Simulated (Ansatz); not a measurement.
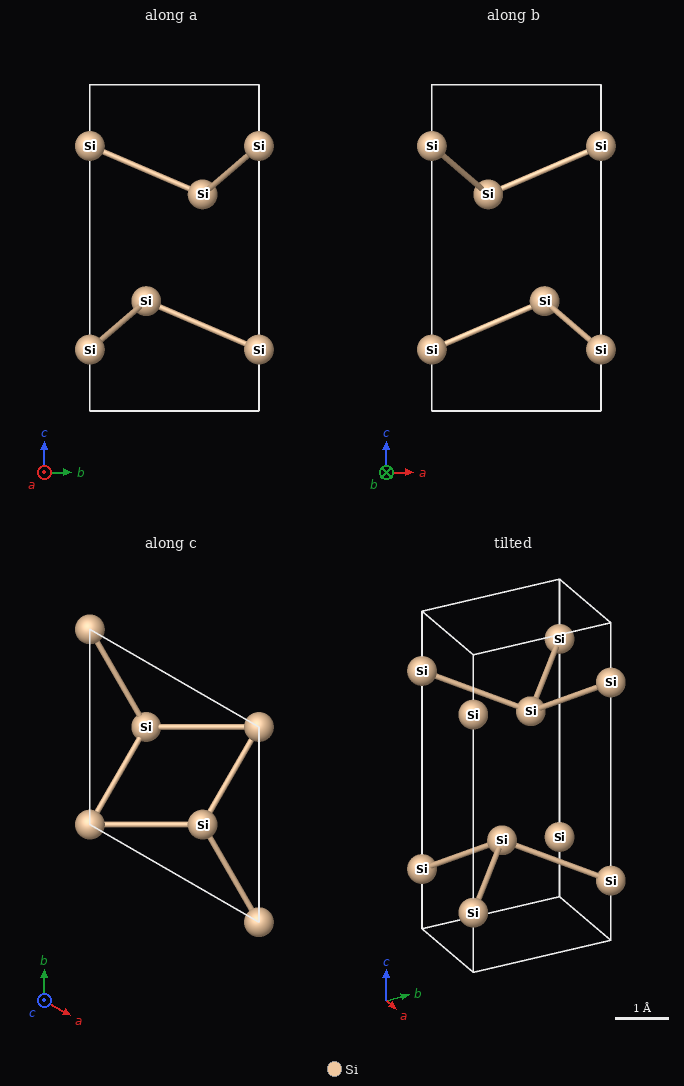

The structure above is drawn in ball-and-stick style and viewed along the a axis, along the b axis, along the c axis and slightly off an axis. Atoms at the boundary of the conventional unit cell (the box) are drawn once for each face, edge or corner they touch.

Lattice parameters: a = 3.751 Å, b = 3.751 Å, c = 6.272 Å, α = 90.00°, β = 90.00°, γ = 120.00°.

Question: Transcribe the picture into a table of Wyckoff sites, with free fractional coordinates to two decimals.

Answer: Space group P-3m1 (No. 164).
| atom | site | x | y | z |
| --- | --- | --- | --- | --- |
| Si | 2c | 0.00 | 0.00 | 0.81 |
| Si | 2d | 0.3333 | 0.6667 | 0.66 |

The structure was taken from a structure type filled with this element by a generator (whether the element takes this form wasn't checked). The structure drawn was relaxed with Ansatz 0.2.0, DFT PBE, scalar-relativistic, plane waves, PAW.
